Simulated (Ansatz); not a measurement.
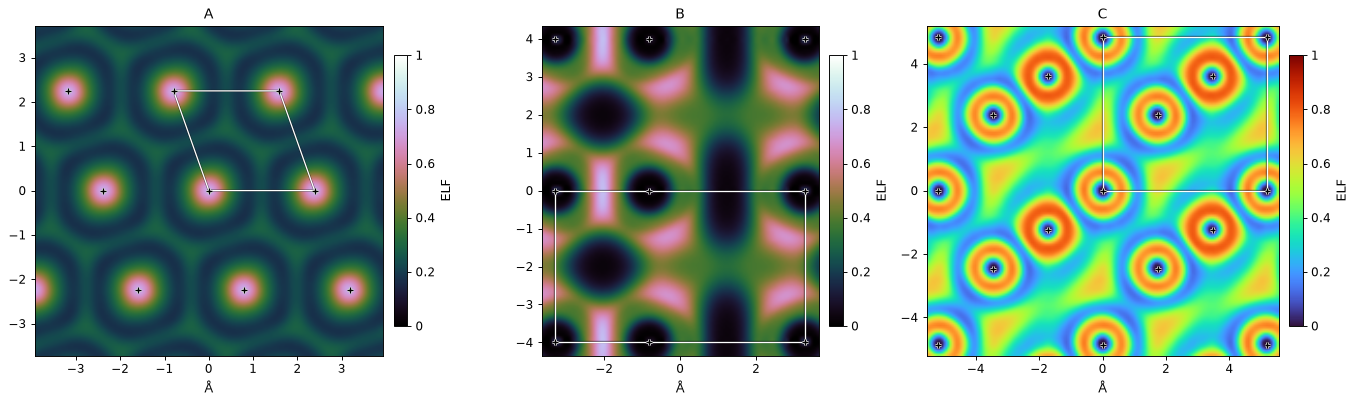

The ELF of 3 systems, each on a plane through atoms (crosses mark nuclei in the plane).

Computed with DFT PBEsol, scalar-relativistic, plane waves, PAW in Ansatz.

System 1: Ta$_{2}$N, the (010) plane of the conventional cell. Space group P-31m; a structure from a database of computed crystals, not necessarily the ambient phase; computed pressure about 12 GPa in this cell; computed without spin polarisation.

```xyz
9
Lattice="5.1982 0.0000 0.0000 -2.5991 4.5018 0.0000 0.0000 0.0000 4.8566" Properties=species:S:1:pos:R:3 pbc="T T T"
Ta    1.7323    3.0004    3.6582
Ta   -0.8668    1.5014    3.6582
Ta    1.7336    0.0000    3.6582
Ta    0.8668    1.5014    1.1984
Ta   -1.7323    3.0004    1.1984
Ta    3.4645    0.0000    1.1984
N     2.5991    1.5006    2.4283
N     0.0000    3.0012    2.4283
N     0.0000    0.0000    0.0000
```

System 2: Ge, the (11̄0) plane of the conventional cell. Space group P6₃/mmc; a structure from a database of computed crystals, not necessarily the ambient phase.

```
Ge
1.0
     3.99864    0.00000    0.00000
    -1.99932    3.46292    0.00000
     0.00000    0.00000    6.59206
Ge
4
Direct
  0.66667 0.33333 0.06278
  0.33333 0.66667 0.56278
  0.66667 0.33333 0.43722
  0.33333 0.66667 0.93722
```

System 3: Ni, the (001) plane of the calculation cell. Space group Im-3m; a structure from a database of computed crystals, not necessarily the ambient phase; spin-polarised.

```
Ni
1.0
    -1.37754    1.37754   -1.37754
    -1.37754   -1.37754    1.37754
     0.00000    8.26523    8.26523
Ni
6
Direct
  0.00000 0.00000 0.00000
  0.50000 0.50000 0.16667
  0.00000 0.00000 0.33333
  0.50000 0.50000 0.50000
  0.00000 0.00000 0.66667
  0.50000 0.50000 0.83333
```

Q: Match each panel to its system.

A: Panel A is system 3, Ni: the plane holds Ni. Ni–Ni (2.39 Å): the ELF is about 0.25 at the midpoint; no shared electron pair shows on this line. Panel B is system 2, Ge: the plane holds Ge. Ge–Ge (2.47 Å): the ELF peaks at about 0.75 between the atoms. Panel C is system 1, Ta$_{2}$N: the plane holds Ta and N. Ta–N (2.12 Å): the ELF peaks at about 0.80 in the valence shell of N, 0.6 Å from its nucleus, and drops to about 0.20 between the two atoms: no shared electron pair shows on this line.
